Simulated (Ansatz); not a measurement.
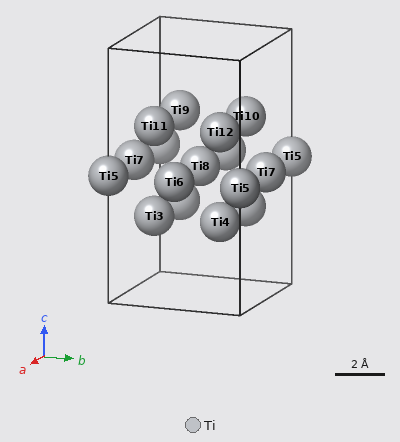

Fig. 1: The structure (spheres-only view of the cell of the calculation, with the vacuum cut short, seen slightly off an axis; atoms are numbered from 1 in the order of the input). An atom can appear more than once, as a periodic image.

# Ti: a changed input and its effect

System: Ti (slab, 12 atoms in the cell).
Method of run A: DFT PBE, scalar-relativistic, plane waves, PAW, PAW set soft_1, no spin polarisation (Ansatz 0.2.0).

The structure derives from an entry of the Crystallography Open Database. Text and figures count atoms from 1; the logs count them from 0 in places.

The input, run A:
```yaml
crystal:
  lattice:
    - [5.8150893847, 0.0, 0.0]
    - [0.0, 5.8150893847, 0.0]
    - [0.0, 0.0, 19.3059825436]
  atoms:
    - { symbol: Ti, position: [0.25, 0.25, 0.2071896621] }
    - { symbol: Ti, position: [0.25, 0.75, 0.2071896621] }
    - { symbol: Ti, position: [0.75, 0.25, 0.2071896621] }
    - { symbol: Ti, position: [0.75, 0.75, 0.2071896621] }
    - { symbol: Ti, position: [0.0, 0.0, 0.3057583574] }
    - { symbol: Ti, position: [0.0, 0.5, 0.3057583574] }
    - { symbol: Ti, position: [0.5, 0.0, 0.3057583574] }
    - { symbol: Ti, position: [0.5, 0.5, 0.3057583574] }
    - { symbol: Ti, position: [0.25, 0.25, 0.4043297214] }
    - { symbol: Ti, position: [0.25, 0.75, 0.4043297214] }
    - { symbol: Ti, position: [0.75, 0.25, 0.4043297214] }
    - { symbol: Ti, position: [0.75, 0.75, 0.4043297214] }
basis:
  ecutwfc: 420
kpoints:
  mp_grid: { grid: [5, 5, 1] }
hamiltonian:
  xc: pbe
  pseudopotentials: { kind: paw, azcp: { folder: soft_1 } }
scf:
  occupations: { method: gaussian, width: 0.1 }
output:
  forces: true
  eigenvalues: true
efield:
  axis: 3
  dipole_correction: true
  ramp_width: 0.04
```

Command:
```bash
ansatz run input.yaml --threads 4 --pin off --max-ram 12288MiB --backend cpu --events-out ev --progress --plain --runs-dir out
```

Hardware: 4 threads of Arm Neoverse V1, 24 GiB of memory available, shared host.

Output, shortened to warnings, some set-up lines, iterations and results (run A):
```
Basis set: ecut = 420 eV, 12829 PW (Γ), exchange–correlation on 80×80×270 points (8 copies of the dense FFT grid, shifted against one another)
Symmetry: 32 space group operations
k-points: 6 of 25
Initial density: superposition of atomic densities (neutral atoms: chi_scale 0, normalization atom)
[...]
SCF iter   1: F=—  HF=-30006.683339 eV  |F-HF|=—  |Δ(HF+E_count)|=         —  Δρ=6.43e-2  dr2=1.73e2  ethr=3.10e-3  p=-0.000 e·Å  D=-1.51e-7 V/Å  ΔV_dip=0.00 eV  …
SCF iter   2: F=—  HF=-30078.270026 eV  |F-HF|=—  |Δ(HF+E_count)|=    7.16e1  Δρ=1.12e-1  dr2=2.13e3  ethr=3.10e-3  p=0.009 e·Å  D=2.52e-3 V/Å  ΔV_dip=-0.05 eV  …
SCF iter   3: F=—  HF=-29991.772299 eV  |F-HF|=—  |Δ(HF+E_count)|=    8.65e1  Δρ=2.21e-2  dr2=2.11e1  ethr=3.10e-3  p=0.001 e·Å  D=3.93e-4 V/Å  ΔV_dip=-0.01 eV  …
SCF iter   4: F=—  HF=-29989.904653 eV  |F-HF|=—  |Δ(HF+E_count)|=    1.87e0  Δρ=1.14e-2  dr2=6.90e0  ethr=3.10e-3  p=-0.030 e·Å  D=-8.18e-3 V/Å  ΔV_dip=0.16 eV  …
SCF iter   5: F=—  HF=-29989.450882 eV  |F-HF|=—  |Δ(HF+E_count)|=   4.54e-1  Δρ=6.89e-3  dr2=2.50e0  ethr=3.10e-3  p=-0.028 e·Å  D=-7.87e-3 V/Å  ΔV_dip=0.15 eV  …
[... 7 lines ...]
SCF iter  13: F=—  HF=-29988.515061 eV  |F-HF|=—  |Δ(HF+E_count)|=   3.24e-4  Δρ=3.85e-5  dr2=1.05e-5  ethr=5.11e-8  p=-0.000 e·Å  D=-8.18e-6 V/Å  ΔV_dip=0.00 eV  …
SCF iter  14: F=—  HF=-29988.515069 eV  |F-HF|=—  |Δ(HF+E_count)|=   7.80e-6  Δρ=2.08e-5  dr2=3.76e-6  ethr=7.31e-9  p=-0.000 e·Å  D=-5.42e-6 V/Å  ΔV_dip=0.00 eV  …
SCF iter  15: F=—  HF=-29988.515069 eV  |F-HF|=—  |Δ(HF+E_count)|=   2.32e-7  Δρ=6.07e-6  dr2=2.38e-7  ethr=2.61e-9  p=-0.000 e·Å  D=-1.99e-6 V/Å  ΔV_dip=0.00 eV  …
SCF iter  16: F=-29988.515069 eV  HF=-29988.515069 eV  |F-HF|=2.01e-8  |Δ(HF+E_count)|=   5.82e-7  Δρ=2.34e-6  dr2=2.94e-8  ethr=6.94e-11  p=-0.000 e·Å  D=-1.12e-6 V/Å  …
SCF 1 converged in 16 iterations: F = -29988.515069 eV  dr2 = 2.94e-8
SCF converged after 16 iterations
Free energy (F): -29988.515069 eV
Harris-Foulkes:  -29988.515069 eV  (|F-HF|=2.01e-8)
Internal energy: -29988.366990 eV  (E = F + TS)
E sigma→0 (E₀):  -29988.441029 eV
Entropy (-TS):   -0.148079 eV (-12.340 meV/atom)
Fermi energy:    1.673688 eV
Dipole field:    D = -0.000002 V/Å  (p = -0.000006 e·Å, saw-weighted, corrected)
Work function:   Φ+ = 3.9319 eV   Φ− = 3.9319 eV
Levels:          The Fermi level and band energies are counted from a zero that moves with the ramp; work functions are not
--- Per-component energies (eV) ---
  E_band       = -3548.007513
  E_kinetic    = 3372.371266
  E_local      = -101094.956788  (includes V_loc(G=0)·N_el)
  E_nonlocal   = 731.881613
  E_hartree    = 48634.967998
  E_xc         = -1385.853034
  E_vxc        = -1734.449683  (∫ρ·V_xc dr)
  E_paw        = -12509.552603  (= ΣΔE_a)
  E_vpaw       = -2092.794863  (= ΣTr[D̂ρ^β])
  E_aug_tail   = -0.000937  (compensation charges beyond the density's cutoff)
  E_efield     = 0.000000  (sawtooth field / dipole correction)
  E_vefield    = -0.000000  (∫n·V_field dr)
  E_ewald      = 32262.775495
  E_smearing   = -0.148079  (= −TS)
  E_closure    = -0.000000  (closes the sum)
  Σ components = -29988.515069   (vs F -29988.515069, Δ=0.00e0)
--- Forces (eV/Å), atoms counted from 1 ---
  atom   1  Ti     0.00000000     0.00000000     0.00509973
  atom   2  Ti     0.00000000     0.00000000     0.00509973
  atom   3  Ti     0.00000000     0.00000000     0.00509973
  atom   4  Ti     0.00000000     0.00000000     0.00509973
  atom   5  Ti     0.00000000     0.00000000     0.00023794
  atom   6  Ti     0.00000000     0.00000000     0.00023794
  atom   7  Ti     0.00000000     0.00000000     0.00023794
  atom   8  Ti     0.00000000     0.00000000     0.00023794
  atom   9  Ti    -0.00000000    -0.00000000    -0.00533243
  atom  10  Ti    -0.00000000    -0.00000000    -0.00533243
  atom  11  Ti    -0.00000000     0.00000000    -0.00533243
  atom  12  Ti    -0.00000000     0.00000000    -0.00533243
  max |Σ_I F_I| component: 2.10e-5 eV/Å
```

The input of run B differs as follows (lines with − go, lines with + come):
```diff
-  mp_grid: { grid: [5, 5, 1] }
+  mp_grid: { grid: [5, 4, 2] }
+  max_iter: 75
```

Predict how the results change.

The free energy of run B is 0.27 meV per atom higher, which comes mainly from the change of mesh; a solver setting shouldn't move a converged energy. The largest force goes from 0.005 to 0.034 eV/Å. The number of SCF iterations is the same. The irreducible k-points go from 6 to 18. On the same kind of shared host run B took about 2.6 times as long.

Output, shortened to warnings, some set-up lines, iterations and results (run B):
```
Warning: crystal.symmetry: narrowed to the stabiliser of the k-point mesh — unitary ops 32 → 16; excluded 16 operations that carry a point of the 5×4×2 mesh (shift [0, 0, 0]) off the mesh (the run samples exactly the mesh kpoints.mp_grid names, as under crystal.symmetry.detect: false, and its converged state has the mesh's symmetry, not the crystal's; ε∞, the Born charges and the force constants …
Basis set: ecut = 420 eV, 12829 PW (Γ), exchange–correlation on 80×80×270 points (8 copies of the dense FFT grid, shifted against one another)
Symmetry: 16 space group operations
k-points: 18 of 40
Initial density: superposition of atomic densities (neutral atoms: chi_scale 0, normalization atom)
[...]
SCF iter   1: F=—  HF=-30006.676869 eV  |F-HF|=—  |Δ(HF+E_count)|=         —  Δρ=6.45e-2  dr2=1.75e2  ethr=3.10e-3  p=-0.000 e·Å  D=-1.51e-7 V/Å  ΔV_dip=0.00 eV  …
SCF iter   2: F=—  HF=-30065.564986 eV  |F-HF|=—  |Δ(HF+E_count)|=    5.89e1  Δρ=1.05e-1  dr2=1.82e3  ethr=3.10e-3  p=0.008 e·Å  D=2.20e-3 V/Å  ΔV_dip=-0.04 eV  …
SCF iter   3: F=—  HF=-29991.525302 eV  |F-HF|=—  |Δ(HF+E_count)|=    7.40e1  Δρ=2.10e-2  dr2=2.08e1  ethr=3.10e-3  p=0.001 e·Å  D=2.69e-4 V/Å  ΔV_dip=-0.01 eV  …
SCF iter   4: F=—  HF=-29989.708801 eV  |F-HF|=—  |Δ(HF+E_count)|=    1.82e0  Δρ=9.23e-3  dr2=4.16e0  ethr=3.10e-3  p=-0.032 e·Å  D=-8.78e-3 V/Å  ΔV_dip=0.17 eV  …
SCF iter   5: F=—  HF=-29989.415188 eV  |F-HF|=—  |Δ(HF+E_count)|=   2.94e-1  Δρ=6.02e-3  dr2=2.67e0  ethr=2.89e-3  p=-0.029 e·Å  D=-7.94e-3 V/Å  ΔV_dip=0.15 eV  …
[... 7 lines ...]
SCF iter  13: F=—  HF=-29988.511846 eV  |F-HF|=—  |Δ(HF+E_count)|=   3.70e-4  Δρ=4.47e-5  dr2=2.28e-5  ethr=5.75e-8  p=-0.000 e·Å  D=-9.01e-6 V/Å  ΔV_dip=0.00 eV  …
SCF iter  14: F=—  HF=-29988.511856 eV  |F-HF|=—  |Δ(HF+E_count)|=   1.04e-5  Δρ=1.67e-5  dr2=2.54e-6  ethr=1.58e-8  p=-0.000 e·Å  D=-8.46e-6 V/Å  ΔV_dip=0.00 eV  …
SCF iter  15: F=—  HF=-29988.511857 eV  |F-HF|=—  |Δ(HF+E_count)|=   7.20e-7  Δρ=6.08e-6  dr2=2.33e-7  ethr=1.77e-9  p=-0.000 e·Å  D=-3.33e-6 V/Å  ΔV_dip=0.00 eV  …
SCF iter  16: F=-29988.511857 eV  HF=-29988.511857 eV  |F-HF|=1.97e-8  |Δ(HF+E_count)|=   2.74e-7  Δρ=2.42e-6  dr2=2.59e-8  ethr=6.94e-11  p=-0.000 e·Å  D=-2.26e-6 V/Å  …
SCF 1 converged in 16 iterations: F = -29988.511857 eV  dr2 = 2.59e-8
SCF converged after 16 iterations
Free energy (F): -29988.511857 eV
Harris-Foulkes:  -29988.511857 eV  (|F-HF|=1.97e-8)
Internal energy: -29988.359363 eV  (E = F + TS)
E sigma→0 (E₀):  -29988.435610 eV
Entropy (-TS):   -0.152494 eV (-12.708 meV/atom)
Fermi energy:    1.672328 eV
Dipole field:    D = 0.000026 V/Å  (p = 0.000092 e·Å, saw-weighted, corrected)
Work function:   Φ+ = 3.9454 eV   Φ− = 3.9459 eV
Levels:          The Fermi level and band energies are counted from a zero that moves with the ramp; work functions are not
--- Per-component energies (eV) ---
  E_band       = -3550.053501
  E_kinetic    = 3372.908131
  E_local      = -101093.600184  (includes V_loc(G=0)·N_el)
  E_nonlocal   = 732.080656
  E_hartree    = 48633.082917
  E_xc         = -1385.867147
  E_vxc        = -1734.469368  (∫ρ·V_xc dr)
  E_paw        = -12509.738292  (= ΣΔE_a)
  E_vpaw       = -2093.143220  (= ΣTr[D̂ρ^β])
  E_aug_tail   = -0.000937  (compensation charges beyond the density's cutoff)
  E_efield     = 0.000000  (sawtooth field / dipole correction)
  E_vefield    = 0.000000  (∫n·V_field dr)
  E_ewald      = 32262.775495
  E_smearing   = -0.152494  (= −TS)
  E_closure    = -0.000000  (closes the sum)
  Σ components = -29988.511857   (vs F -29988.511857, Δ=0.00e0)
--- Forces (eV/Å), atoms counted from 1 ---
  atom   1  Ti     0.00000000     0.00000000     0.03323476
  atom   2  Ti     0.00000000     0.00000000     0.03323476
  atom   3  Ti     0.00000000    -0.00000000     0.03323476
  atom   4  Ti     0.00000000     0.00000000     0.03323476
  atom   5  Ti    -0.00000000     0.00000000     0.00024913
  atom   6  Ti     0.00000000    -0.00000000     0.00024913
  atom   7  Ti     0.00000000    -0.00000000     0.00024913
  atom   8  Ti     0.00000000     0.00000000     0.00024913
  atom   9  Ti     0.00000000     0.00000000    -0.03350580
  atom  10  Ti    -0.00000000     0.00000000    -0.03350580
  atom  11  Ti     0.00000000     0.00000000    -0.03350580
  atom  12  Ti     0.00000000     0.00000000    -0.03350580
  max |Σ_I F_I| component: 8.76e-5 eV/Å
```

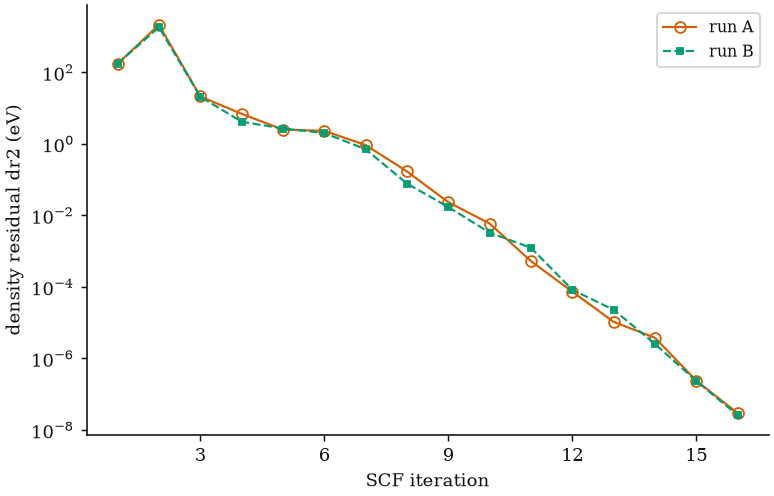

Fig. 2: Convergence of the two runs: density residual dr2 against the SCF iteration. Run A takes 16 iterations in all, and run B takes 16.

The two runs side by side:

| quantity | run A | run B |
| --- | --- | --- |
| outcome | converged | converged |
| free energy per atom (eV) | −2499.0429 | −2499.0427 |
| energy per atom, smearing taken to zero (eV) | −2499.0368 | −2499.0363 |
| gap on the mesh (eV) | 0.00 | 0.00 |
| work function (eV) | 3.93 | – |
| largest force (eV/Å) | 0.005 | 0.034 |
| SCF iterations | 16 | 16 |
| irreducible k-points | 6 | 18 |
| plane waves at Γ | 12829 | 12829 |
| wall time (shared host) | 21 s | 53 s |

For run B: This input holds a deliberate fault: a mesh that breaks the symmetry (`kpoints.mp_grid.grid`). It did no harm here: the run converged to the energy of the sound run within 1 meV per atom. Warnings: the k-point mesh lowers the symmetry that the run can use.
